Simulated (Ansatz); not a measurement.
# Single-point calculation, with input and output: GaN (part 2 of 2)

Continued. System: GaN (slab, 24 atoms in the cell). Method: DFT PBE, scalar-relativistic, plane waves, PAW, no spin polarisation (Ansatz 0.2.0); cutoff 420 eV, 7×7×1 k-mesh, Gaussian smearing of 0.1 eV. The structure derives from an entry of the Crystallography Open Database. It belongs to a series of runs on one base structure; here: the substrate alone at its places in the stack.

Geometry of the input (Å; fractional positions):
```
6.1520  0.0000  0.0000
-2.7846  5.4858  0.0000
0.0000  0.0000  28.0535
Ga -0.0060  1.0060  0.2765
Ga 0.4940  0.5060  0.2765
N  0.8213  0.1787  0.2674
N  0.3213  0.6787  0.2674
Ga 0.5115  0.9885  0.2960
Ga 0.0115  0.4885  0.2960
N  0.3238  0.1762  0.2988
N  0.8238  0.6762  0.2988
Ga 0.7582  0.7418  0.3677
Ga 0.2582  0.2418  0.3677
N  0.5710  0.9290  0.3660
N  0.0710  0.4290  0.3660
Ga 0.2604  0.7396  0.3982
Ga 0.7604  0.2396  0.3982
N  0.0721  0.9279  0.3988
N  0.5721  0.4279  0.3988
Ga 0.5113  0.4887  0.4664
Ga 0.0113  0.9887  0.4664
N  0.3239  0.6761  0.4655
N  0.8239  0.1761  0.4655
Ga 0.0089  0.4911  0.4982
Ga 0.5089  0.9911  0.4982
N  0.8252  0.6748  0.4957
N  0.3252  0.1748  0.4957
```

Output, continued:
```
  k-point 0: bands = ["-16.8263", "-16.5104", "-16.3203", "-16.2020", "-16.1825", "-15.9874", "-15.9188", "-15.8853", "-15.8603", "-15.7944", "-15.5637", "-15.4150", "-15.0246", "-14.9991", "-14.9672", "-14.9656", "-14.9640", "-14.9603", "-14.9476", "-14.8869", "-14.8802", "-14.8568", "-14.8335", "-14.8272", "-14.8225", "-14.8000", "-14.6147", "-14.6111", "-14.6111", "-14.5782", "-14.5780", "-14.5625", "-14.5567", "-14.5349", "-14.5118", "-14.4916", "-14.4892", "-14.4530", "-14.4328", "-14.4311", "-14.4294", "-14.4247", "-14.3902", "-14.3746", "-14.3533", "-14.3159", "-14.2494", "-14.1875", "-14.1321", "-14.0921", "-14.0809", "-14.0261", "-14.0199", "-14.0025", "-13.9635", "-13.9533", "-13.9281", "-13.9151", "-13.8985", "-13.8660", "-13.8221", "-13.8080", "-13.2583", "-13.1082", "-13.0501", "-12.8533", "-12.8362", "-12.8354", "-12.4572", "-12.2946", "-12.1481", "-12.1284", "-7.7857", "-7.5901", "-7.4057", "-7.3041", "-7.2737", "-7.1130", "-7.0468", "-6.9484", "-6.7425", "-5.4568", "-5.3221", "-4.4261", "-3.9809", "-3.7180", "-3.6599", "-3.4158", "-3.3899", "-3.2902", "-3.1325", "-3.0617", "-2.9329", "-2.8136", "-2.7523", "-2.7036", "-2.5412", "-2.4602", "-2.4306", "-2.0847", "-1.8147", "-1.4661", "-1.4623", "-1.3908", "-1.2551", "-0.9685", "-0.9666", "-0.9100", "-0.0424", "1.0950", "1.1889", "2.2064", "2.9187", "3.5411", "3.6201", "3.7293", "3.7982", "3.9892", "3.9974", "4.1512", "4.4066", "4.4416", "4.5191", "4.7669", "4.8217", "4.8373", "4.9396", "5.3630", "5.4732", "6.3110", "6.5498", "6.5684"]
  k-point 1: bands = ["-16.7877", "-16.4854", "-16.3306", "-16.2088", "-16.1669", "-15.9814", "-15.9255", "-15.8809", "-15.8689", "-15.7981", "-15.5530", "-15.4190", "-15.0336", "-15.0057", "-14.9713", "-14.9591", "-14.9589", "-14.9501", "-14.9492", "-14.8843", "-14.8763", "-14.8598", "-14.8367", "-14.8299", "-14.8295", "-14.7715", "-14.6213", "-14.6185", "-14.5982", "-14.5839", "-14.5765", "-14.5578", "-14.5493", "-14.5378", "-14.5033", "-14.4923", "-14.4860", "-14.4558", "-14.4425", "-14.4344", "-14.4269", "-14.4239", "-14.3947", "-14.3623", "-14.3581", "-14.3207", "-14.2382", "-14.1998", "-14.1429", "-14.0950", "-14.0867", "-14.0291", "-14.0137", "-14.0013", "-13.9726", "-13.9336", "-13.9332", "-13.9203", "-13.8953", "-13.8624", "-13.8265", "-13.8127", "-13.2739", "-13.2296", "-13.1275", "-12.8757", "-12.8679", "-12.8204", "-12.4671", "-12.3082", "-12.1508", "-12.1503", "-7.6531", "-7.4569", "-7.2992", "-7.2579", "-7.1060", "-7.0317", "-6.9144", "-6.8204", "-6.4906", "-5.3890", "-5.3024", "-4.3893", "-4.3031", "-3.9518", "-3.8876", "-3.4251", "-3.3806", "-3.3391", "-3.3012", "-3.2273", "-2.9507", "-2.8401", "-2.7566", "-2.6716", "-2.6043", "-2.5464", "-2.4180", "-2.0721", "-2.0116", "-1.7518", "-1.4494", "-1.4489", "-1.3703", "-1.1810", "-0.9769", "-0.9178", "0.2581", "1.0670", "1.3349", "2.2229", "3.0087", "3.6011", "3.7531", "3.7709", "3.9150", "4.1411", "4.1533", "4.3789", "4.4103", "4.6015", "4.6458", "4.8940", "4.9536", "5.0606", "5.1003", "5.4715", "5.6204", "6.3981", "6.4166", "6.4721"]
  k-point 2: bands = ["-16.6849", "-16.4208", "-16.3665", "-16.2315", "-16.1243", "-15.9648", "-15.9502", "-15.8905", "-15.8684", "-15.8095", "-15.5244", "-15.4319", "-15.0431", "-15.0186", "-14.9810", "-14.9777", "-14.9419", "-14.9312", "-14.9241", "-14.8847", "-14.8690", "-14.8686", "-14.8556", "-14.8372", "-14.8045", "-14.7190", "-14.6505", "-14.6140", "-14.5999", "-14.5752", "-14.5729", "-14.5492", "-14.5479", "-14.5146", "-14.4957", "-14.4890", "-14.4746", "-14.4644", "-14.4590", "-14.4405", "-14.4286", "-14.4146", "-14.4015", "-14.3713", "-14.3506", "-14.3196", "-14.2342", "-14.2079", "-14.1765", "-14.1056", "-14.0968", "-14.0430", "-14.0014", "-13.9943", "-13.9796", "-13.9464", "-13.9353", "-13.8864", "-13.8855", "-13.8411", "-13.8389", "-13.8246", "-13.6156", "-13.2862", "-13.1469", "-12.9522", "-12.9280", "-12.8356", "-12.4869", "-12.3519", "-12.1993", "-12.1596", "-7.2992", "-7.1840", "-7.0616", "-6.8908", "-6.8853", "-6.7450", "-6.6319", "-6.4478", "-5.8124", "-5.5377", "-5.0553", "-4.7593", "-4.4494", "-4.3356", "-4.0336", "-3.9380", "-3.8568", "-3.6658", "-3.6080", "-3.3618", "-3.2738", "-2.9260", "-2.7175", "-2.7143", "-2.5636", "-2.4910", "-2.4836", "-2.4161", "-2.3599", "-1.9773", "-1.7778", "-1.5472", "-1.4066", "-1.3105", "-1.0001", "-0.9509", "0.6227", "1.0028", "1.6877", "2.2650", "3.2106", "3.5547", "3.9802", "4.0966", "4.2751", "4.4621", "4.5255", "4.6087", "4.8292", "4.9489", "4.9615", "5.2542", "5.4287", "5.4456", "5.5681", "5.7859", "6.0119", "6.0150", "6.2733", "6.3969"]
  k-point 15: bands = ["-16.5913", "-16.3743", "-16.3507", "-16.2486", "-16.0990", "-16.0452", "-15.9461", "-15.8951", "-15.8781", "-15.8149", "-15.4807", "-15.4566", "-15.0255", "-15.0016", "-14.9721", "-14.9546", "-14.9532", "-14.9460", "-14.9412", "-14.8903", "-14.8862", "-14.8523", "-14.8283", "-14.8209", "-14.8084", "-14.7980", "-14.6312", "-14.6069", "-14.5883", "-14.5883", "-14.5737", "-14.5378", "-14.5301", "-14.5183", "-14.5141", "-14.4808", "-14.4546", "-14.4512", "-14.4386", "-14.4278", "-14.4039", "-14.4009", "-14.3934", "-14.3694", "-14.3491", "-14.3272", "-14.2563", "-14.1581", "-14.1390", "-14.0972", "-14.0744", "-14.0217", "-14.0029", "-14.0004", "-13.9690", "-13.9337", "-13.9267", "-13.9213", "-13.8956", "-13.8472", "-13.8225", "-13.8102", "-13.7088", "-13.4484", "-13.2743", "-13.2380", "-12.8931", "-12.6736", "-12.5499", "-12.5484", "-12.2686", "-12.1485", "-7.1555", "-7.0436", "-6.9187", "-6.8026", "-6.6052", "-6.5353", "-5.9909", "-5.7839", "-5.6252", "-5.4764", "-5.1998", "-5.0299", "-4.8559", "-4.5436", "-4.4224", "-4.2892", "-3.8217", "-3.6769", "-3.3924", "-3.2513", "-3.2106", "-3.1544", "-3.1220", "-2.8496", "-2.5882", "-2.4600", "-2.4183", "-2.4120", "-2.3382", "-2.2569", "-1.6317", "-1.5182", "-1.3335", "-1.3051", "-1.2125", "-1.0944", "0.6632", "1.2158", "1.9624", "2.3367", "3.2113", "3.5829", "3.6858", "3.8738", "4.1517", "4.3282", "4.4498", "4.5559", "4.5989", "4.9536", "5.1388", "5.2879", "5.3359", "5.4591", "5.6627", "5.7517", "5.7870", "6.0425", "6.1781", "6.2438"]
```

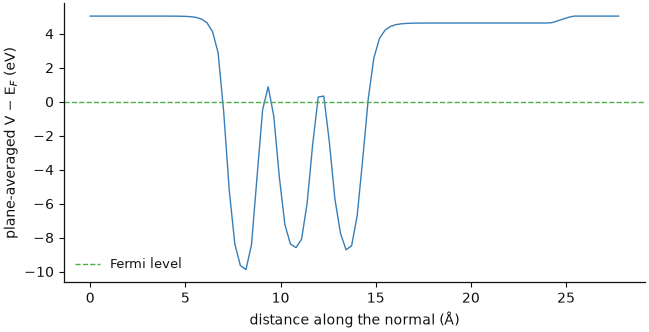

Figure 1. Plane average of the electrostatic potential energy of an electron across the cell, from the Fermi level. The vacuum level lies 4.63 eV above the Fermi level on the upper side and 5.04 eV on the lower.

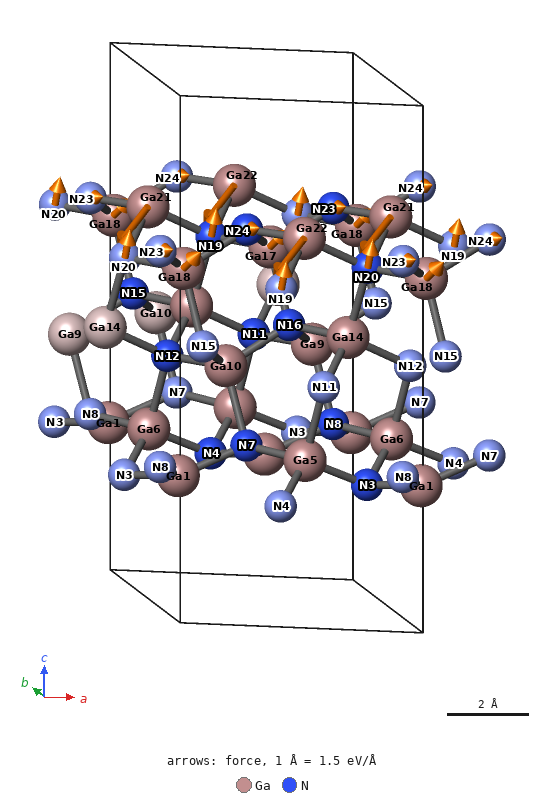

Figure 2. Forces on the atoms as orange arrows (ball-and-stick view of the cell of the calculation, with the vacuum cut short, seen slightly off an axis; neighbours outside the cell are drawn fainter; atoms are numbered from 1 in the order of the input); the smallest are left out. The largest act on Ga21, Ga22 (2.34 eV/Å); Ga17, Ga18 (1.19 eV/Å); N19, N20 (1.15 eV/Å). The geometry is not a stationary point of this energy.

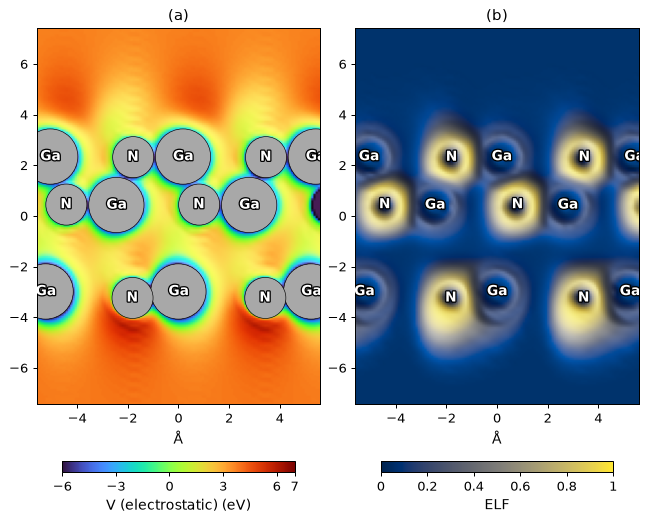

Figure 3. (a) electrostatic potential energy of an electron; (b) electron localisation function on the (110) plane of the calculation cell, a cut from vacuum to vacuum. Grey discs, where drawn, cover atomic cores. Ga–N (1.83 Å): the ELF is about 0.55 at the midpoint. Ga–N (1.97 Å): the ELF is about 0.45 at the midpoint. Ga–N (2.00 Å): the ELF is about 0.45 at the midpoint. The strong features right at Ga lie inside the PAW spheres (semicore, d or f shells) and say nothing about bonding. Core electrons are frozen (PAW), so the fields are smoothed inside the atomic spheres.

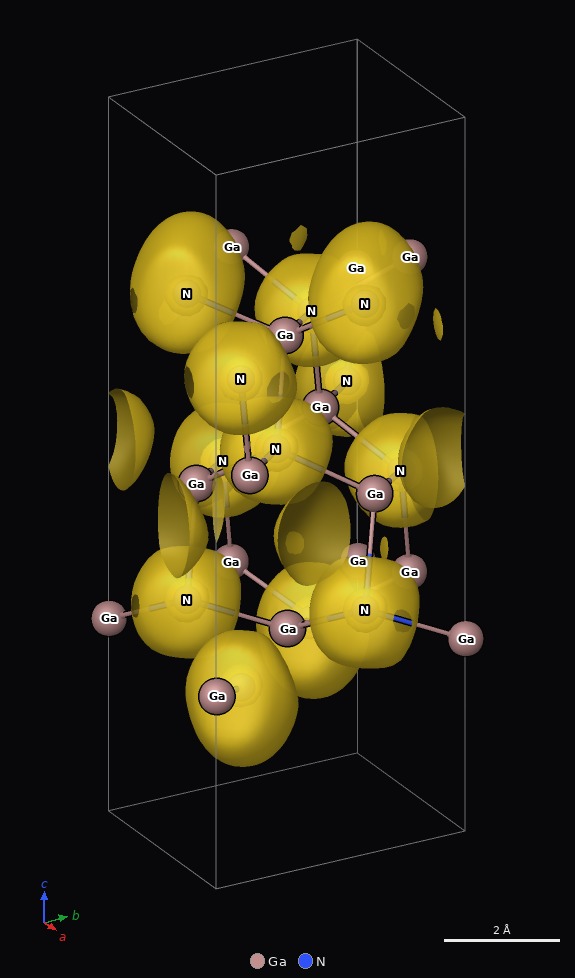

Figure 4. Isosurface of the electron localisation function at 0.6 (yellow), seen slightly off an axis. Only the valence region is drawn (cores and ρ < 0.01 e/Å³ removed). Sticks mark near contacts. Values along the shortest contacts: Ga–N (1.83 Å): the ELF is about 0.55 at the midpoint. Ga–N (1.90 Å): the ELF is about 0.50 at the midpoint.

Summary:

| quantity | value |
| --- | --- |
| outcome | converged |
| electrons treated | 216 |
| free energy | −50007.7562 eV |
| work function, top face | 4.63 eV |
| work function, bottom face | 5.04 eV |
| Fermi energy | −0.467 eV |
| gap on the k-point mesh | 0.87 eV |
| work function (upper face) | 4.63 eV |
| largest force (length of the vector) | 2.337 eV/Å |
| hardware | 8 threads of Arm Neoverse V1, 24 GiB of memory available, shared host |
| wall time | 52 s (CPU time 6.7 min) |
| peak memory | 4.9 GiB |

Warnings of the run: the exchange-correlation potential is rough where the density is thin.
